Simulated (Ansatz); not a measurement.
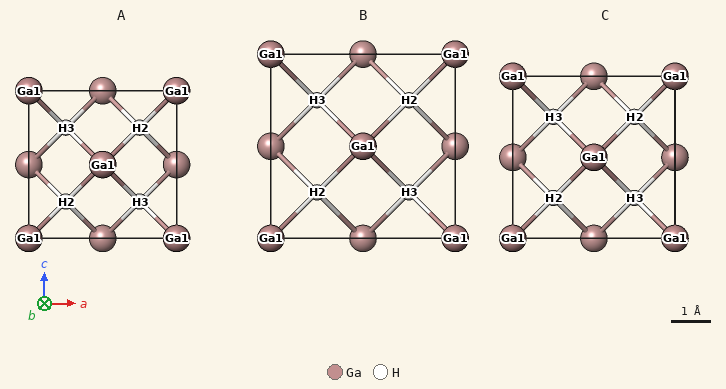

3 geometries from one relaxation of crystalline GaH2 (a generated structure, set up in Fm-3m) (coarse preliminary run), in shuffled order. Style: ball-and-stick. Shown: the conventional cell (4 times the calculation's cell), along the b axis. Lengths and directions refer to the drawn axes.

Case: V → Ga on all its sites, cell and atoms relaxed.

Theory: Ansatz, DFT PBEsol, scalar-relativistic, plane waves, PAW. Set-up: plane-wave cutoff 420 eV; k-point mesh 8 × 8 × 8; occupations gaussian; smearing width 0.1 eV; no spin polarisation; cell and atoms relaxed; force threshold 0.05 eV/Å; at most 60 steps.

### Put them in the order of the run, from the start to the converged end.

A, C, B. They are steps 0, 2, 9, at +3.826 eV per cell of the calculation, +1.116 eV per cell of the calculation relative to the last. Over 7 accepted moves (9 points after the start) the energy falls by 3.826 eV per cell of the calculation. All forces vanish by symmetry, so only the cell relaxes. Pressure: 165.09 GPa at the start and −0.09 GPa at the end. At 2 points the geometry stayed and the basis and grid were re-selected for the new cell (energy shift of 0.204 eV per cell of the calculation at most each time). No atom moves by more than 0.005 Å relative to the cell. The drawn cell changes as follows: a = b = c 3.804 → 4.746 Å (+24.8 %); the volume changes by +94.2 %. Among the contacts that change: Ga1–H2 1.647 → 2.055 Å. The space group stays Fm-3m (No. 225).
